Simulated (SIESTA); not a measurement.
System: Pd (space group Fm-3m).

Calculation (SIESTA 5.4.2): DFT in numerical atomic orbitals with pseudopotentials, no spin polarisation; energies at scaled volumes of the given cell, shape and fractions fixed, counted from the fit's minimum, third-order Birch-Murnaghan fit. All runs: no spin polarisation.

| setting | value |
| --- | --- |
| k mesh | 12×12×12 |
| occupations | Fermi–Dirac |
| smearing width | 0.05 eV |
| potentials | PseudoDojo 0.4 standard, converted to PSML, two zetas on semicore shells |

What does the calculation give for the pressure against volume, with one curve for each functional? The cases: PBEsol; PBE.

The fitted equilibrium volumes, smallest first, are PBEsol 14.573, PBE 15.391 Å³/atom. The fitted bulk moduli, smallest first, are PBE 155.3, PBEsol 196.6 GPa. For PBEsol, the pressure falls from 11.12 GPa at volume 13.865 Å³/atom to −11.15 GPa at 15.635 Å³/atom, and changes sign near 14.58 Å³/atom. For PBE, the pressure falls from 22.22 GPa at volume 13.865 Å³/atom to −2.34 GPa at 15.635 Å³/atom, and changes sign near 15.40 Å³/atom.

PBEsol:
| volume (Å³/atom) | pressure (GPa) |
| --- | --- |
| 13.865 | 11.12 |
| 14.160 | 6.23 |
| 14.455 | 1.81 |
| 14.750 | −2.43 |
| 15.045 | −5.72 |
| 15.340 | −8.50 |
| 15.635 | −11.15 |

PBE:
| volume (Å³/atom) | pressure (GPa) |
| --- | --- |
| 13.865 | 22.22 |
| 14.160 | 16.83 |
| 14.455 | 11.93 |
| 14.750 | 7.45 |
| 15.045 | 3.74 |
| 15.340 | 0.58 |
| 15.635 | −2.34 |

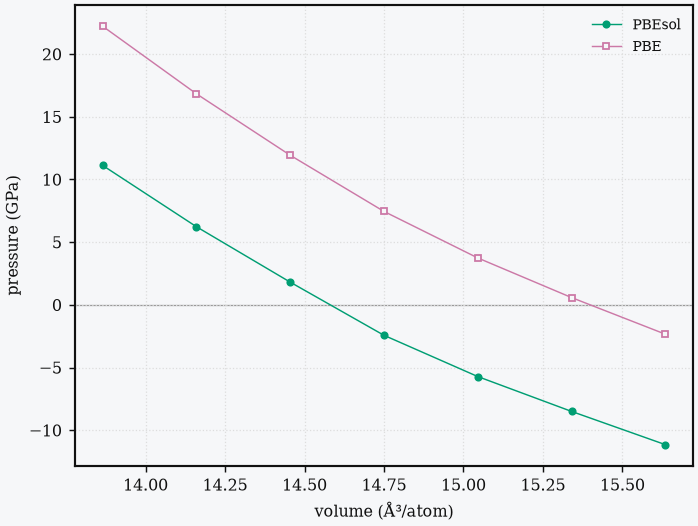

Keep in mind: mulliken charges of long orbitals.
